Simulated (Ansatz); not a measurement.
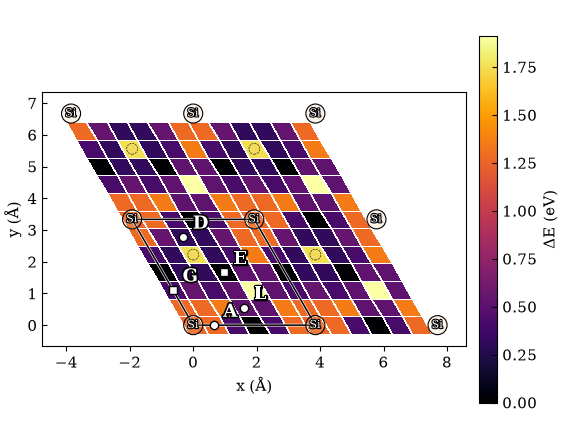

N on a Si(001) slab cut from the P6_3/mmc phase, its upper half relaxed before the scan (6 atoms of substrate and one adsorbate in a 1 × 1 cell). 
- N is moved over the surface cell; relaxed at each place: the height of the adsorbate's atoms; substrate rigid; the origin of the map has the adsorbate above Si6.
- Places are given modulo a cell vector. The map is drawn in real space over the plane of the surface.
- Grid: 6 × 6 points; 10 points were computed and 26 follow by symmetry.
- Energies are in eV, from the lowest grid point.
- At some places the adsorbate sinks to or below the level of the top layer. With one adsorbate in each 1 × 1 cell, its nearest image is 3.9 Å away, so neighbouring adsorbates interact.
- Computed with DFT PBE, scalar-relativistic, plane waves, PAW (Ansatz 0.2.0). Settings: cutoff 420 eV, k-mesh 9×9×1, gaussian smearing 0.05 eV, spin-polarised.

In the figure: one coloured cell a grid point, labelled circles for the atoms of the top layer and small ones for the second layer, the outline of one cell of the 2 × 2 shown, lettered points.

Q: Is G the lowest point of the computed grid?

A: No. G lies 0.41 eV above the lowest grid point, which is at a bridge site between two Si atoms, (0/6, 3/6) of the cell vectors.

Q: Rank the lettered points by energy, lowest first.

A: E (0.00 eV), D (0.31 eV), G (0.41 eV), L (0.52 eV), A (1.28 eV).
